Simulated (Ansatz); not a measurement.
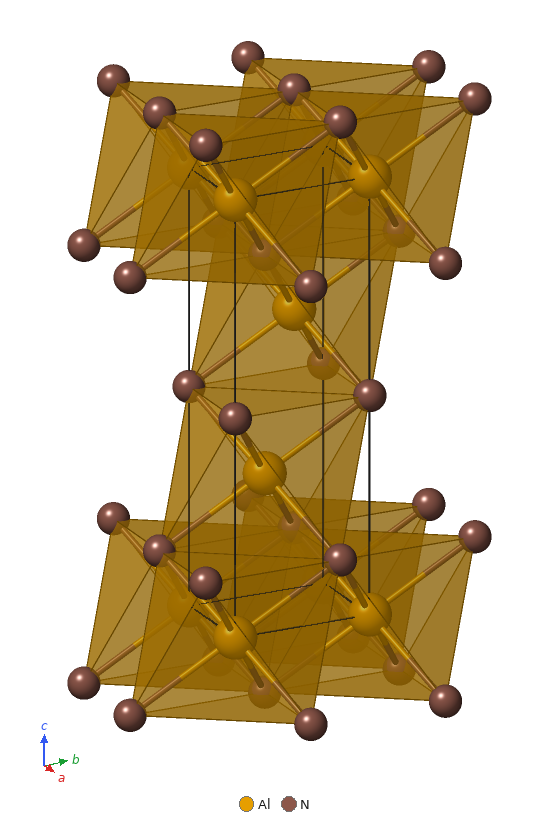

The crystal in a polyhedral representation, seen slightly off an axis. The parallelepiped is the conventional unit cell. Some neighbours outside the box are added.

AlN, space group R-3m (No. 166), a = 2.941 Å, b = 2.941 Å, c = 6.965 Å, α = 90.00°, β = 90.00°, γ = 120.00°. Origin of the cell: a structure type filled with these elements by a generator (whether the compound takes this form wasn't checked). The cell was then strained or its atoms displaced on purpose. It went into a calculation with Ansatz.

This one geometry was computed with Ansatz (DFT, plane waves, PAW) at three levels of theory: r2SCAN, HSE06 and PBE. It was relaxed with r2SCAN and then strained.

### Which level gives the highest pressure at this volume, and what does that say about its equilibrium volume?

Highest: PBE (-7.2 GPa), which points to the largest equilibrium volume. Lowest, with the smallest volume: HSE06 (-15.0 GPa). Levels within 0.5 GPa of each other can't be told apart.

### How does the band gap change with the level of theory?

PBE: a gap of 3.76 eV, indirect; r2SCAN: a gap of 4.56 eV, indirect; HSE06: a gap of 5.11 eV, indirect.

### Collect the results in a table.

| level | cutoff (eV) | k-mesh of the run's cell | gap (eV) | pressure (GPa) |
| --- | --- | --- | --- | --- |
| r2SCAN | 500 | 10×10×10 | 4.56 | -13.5 |
| HSE06 | 420 | 8×8×8 | 5.11 | -15.0 |
| PBE | 420 | 10×10×10 | 3.76 | -7.2 |

Gaps are taken on the k-mesh or band path of each run.
